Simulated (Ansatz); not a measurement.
Al7Ru8

Input

```
crystal:
  lattice:
    - [-5.849613, -0.017928, 0.018391]
    - [-2.906879, 5.930843, 0.005663]
    - [-2.906415, -0.005432, -5.930515]
  atoms:
    - { symbol: Al, position: [0.7431453107, 0.5145252276, 0.9993185532] }
    - { symbol: Al, position: [0.0014109207, 0.4994771944, 0.4987216712] }
    - { symbol: Al, position: [0.5013638714, 0.9995406937, 0.9987852933] }
    - { symbol: Al, position: [0.7431452572, 5.10617e-05, 0.513752065] }
    - { symbol: Al, position: [0.2596432725, 0.4845175673, 0.9981618517] }
    - { symbol: Al, position: [0.501441913, 0.4994890117, 0.4988070617] }
    - { symbol: Al, position: [0.2596999924, 0.9989727553, 0.48375363] }
    - { symbol: Ru, position: [0.5185337665, 0.2456932581, 0.2448673493] }
    - { symbol: Ru, position: [0.2373870066, 0.7533910597, 0.2448468227] }
    - { symbol: Ru, position: [0.4842252096, 0.7534169624, 0.7526609751] }
    - { symbol: Ru, position: [0.9915713055, 0.2453768427, 0.2446525286] }
    - { symbol: Ru, position: [0.2373542366, 0.2455464257, 0.7526082015] }
    - { symbol: Ru, position: [0.7654741602, 0.7534721346, 0.2448609019] }
    - { symbol: Ru, position: [0.0111936035, 0.7535907853, 0.7528563052] }
    - { symbol: Ru, position: [0.765411852, 0.245631161, 0.7527400624] }
basis:
  ecutwfc: 500
kpoints:
  mp_grid: { grid: [7, 6, 6] }
hamiltonian:
  xc: r2scan
scf:
  occupations: { method: gaussian, width: 0.1 }
  n_extra_bands: 8
output:
  forces: true
  stress: true
  eigenvalues: true
  populations: true
  dos:
    method: { smearing: { sigma: 0.1, scheme: gaussian } }
    projected: true
    de: 0.02
  write_density: true
  write_potential: true
  elf: true
  volumetric_format: npy
```

Command:

```sh
ansatz run input.yaml --threads 4 --pin off --max-ram 9216MiB --backend cpu --events-out ev --progress --plain --runs-dir out
```

Below, planes, directions and counts refer to the conventional cell (a = 10.20 Å, b = 8.40 Å, c = 5.85 Å, α = 89.99°, β = 124.50°, γ = 90.00°).

Space group C2/m; a generated structure, not necessarily the stable one; computed without spin polarisation.

Level of theory: Ansatz, DFT r2SCAN, scalar-relativistic, plane waves, PAW.

### What can the converged valence pseudo-density and electron localisation function tell about the bonding?

Al–Ru (2.55 Å): ρ at the midpoint is about 0.38 e/Å³; the ELF is about 0.35 at the midpoint.
Ru–Ru (2.76 Å): ρ is about 0.36 e/Å³ halfway; the ELF is about 0.35 at the midpoint.
Al–Ru (2.58 Å): the density is about 0.36 e/Å³ at the midpoint; the ELF is about 0.35 at the midpoint.
Al–Al (2.92 Å): ρ is about 0.22 e/Å³ halfway; the ELF is about 0.45 at the midpoint.

### Does the calculation give a band gap?

It is gapless in this calculation (a metal or semimetal).

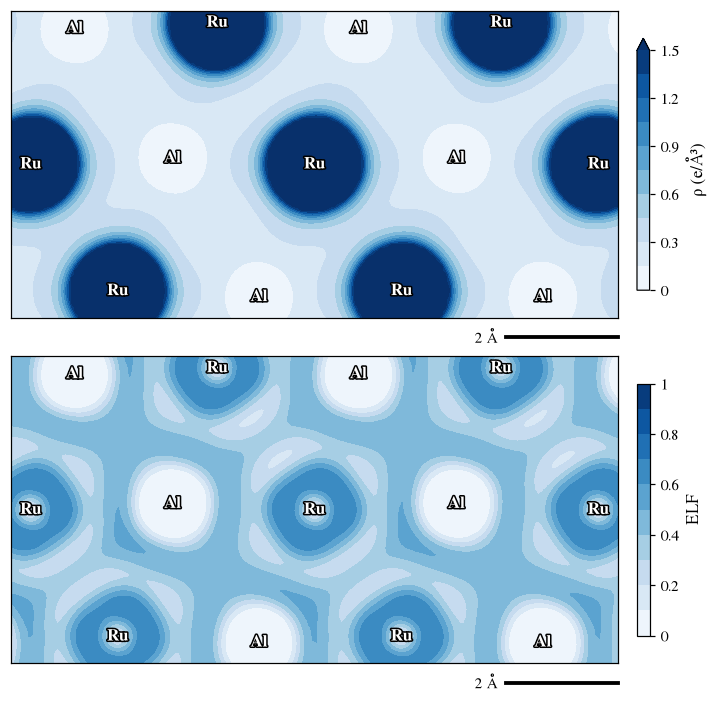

Computed valence pseudo-density and electron localisation function on the (010) plane of the conventional cell, in this order. 

Core electrons are frozen (PAW), and the valence fields are smoothed inside the atomic spheres.
